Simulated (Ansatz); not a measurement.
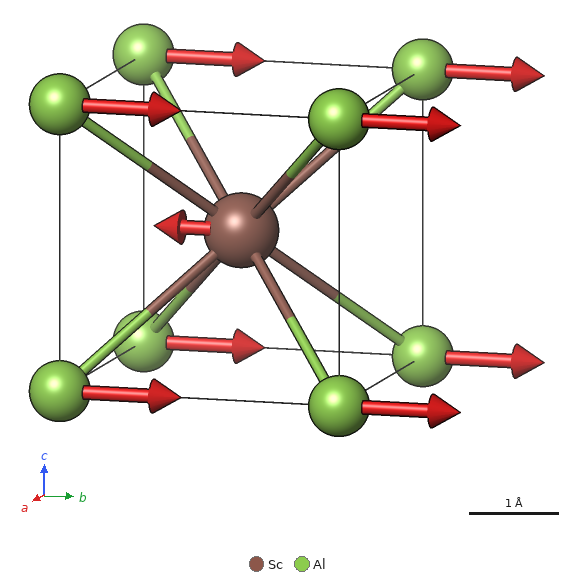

One vibrational mode of a crystal of ScAl at the zone centre. The red arrows are the displacements of the atoms (eigenvector over the root of the mass), of arbitrary overall length and sign. The picture is a ball-and-stick view of the cell of the calculation, seen slightly off an axis.

Method: DFT LDA, scalar-relativistic, plane waves, PAW in Ansatz 0.2.0.

The input:
```yaml
crystal:
  lattice:
    - [3.3103785509, 0.0, 0.0]
    - [0.0, 3.3103785509, 0.0]
    - [0.0, 0.0, 3.3103785509]
  atoms:
    - { symbol: Sc, position: [0.5, 0.5, 0.5] }
    - { symbol: Al, position: [0.0, 0.0, 0.0] }
basis:
  ecutwfc: 420
kpoints:
  mp_grid: { grid: [12, 12, 12] }
hamiltonian:
  xc: lda
scf:
  occupations: { method: fermi_dirac, width: 0.15 }
output:
  eigenvalues: true
phonons:
  method: dfpt
  eigenvectors: true
  qmesh: [2, 2, 2]
  temperatures: { t_max: 1000, t_step: 100 }
  qpath:
    path:
      - [[0.0, 0.0, 0.0], [0.0, 0.5, 0.0], [0.5, 0.5, 0.0], [0.0, 0.0, 0.0], [0.5, 0.5, 0.5], [0.0, 0.5, 0.0]]
      - [[0.5, 0.5, 0.5], [0.5, 0.5, 0.0]]
    npoints: 8
```

Run as
```bash
ansatz run input.yaml --threads 2 --pin off --max-ram 6144MiB --backend cpu --events-out ev --progress --plain --runs-dir out
```

The frequencies depend somewhat on the k-mesh and the smearing.

> Give the symmetry, activity and frequency of this mode.

This is the T₁u mode (triply degenerate; one member of the set is drawn) at 36.6 meV, the only optical level, infrared-active by symmetry. The Al sublattice moves against the Sc sublattice, along b; the kinetic energy is shared as Al 62 %, Sc 38 %. The crystal is a metal, so free carriers screen the infrared response.
